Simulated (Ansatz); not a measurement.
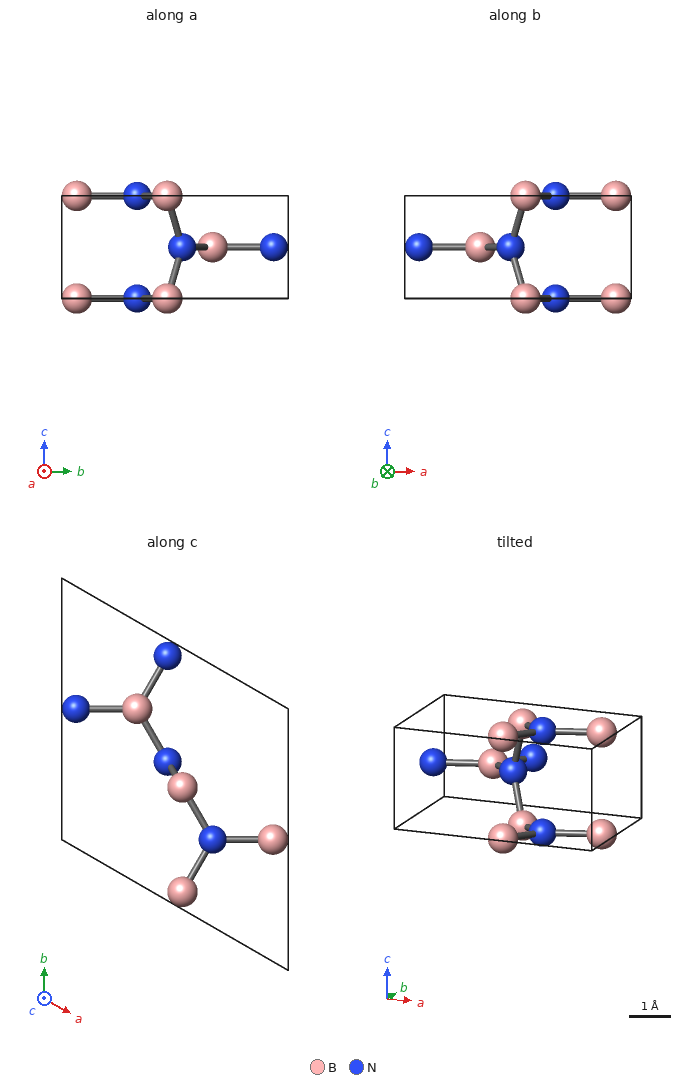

Shown here is a ball-and-stick view of the crystal, taken along the a axis, along the b axis, along the c axis and slightly off an axis. Thin lines show the conventional unit cell, with boundary atoms drawn in all their periodic places.

Lattice parameters: a = 6.400 Å, b = 6.400 Å, c = 2.510 Å, α = 90.00°, β = 90.00°, γ = 120.00°.

> Express the structure as a table of Wyckoff sites, with free fractional coordinates to two decimals.

Space group P-6m2 (No. 187).
| atom | site | x | y | z |
| --- | --- | --- | --- | --- |
| B | 3j | 0.53 | 0.07 | 0.00 |
| B | 1d | 0.3333 | 0.6667 | 0.50 |
| N | 3k | 0.47 | 0.94 | 0.50 |
| N | 1e | 0.6667 | 0.3333 | 0.00 |

The structure was taken from a structure type filled with these elements by a generator (whether the compound takes this form wasn't checked). The final geometry of a relaxation with DFT PBE, scalar-relativistic, plane waves, PAW in Ansatz is shown.
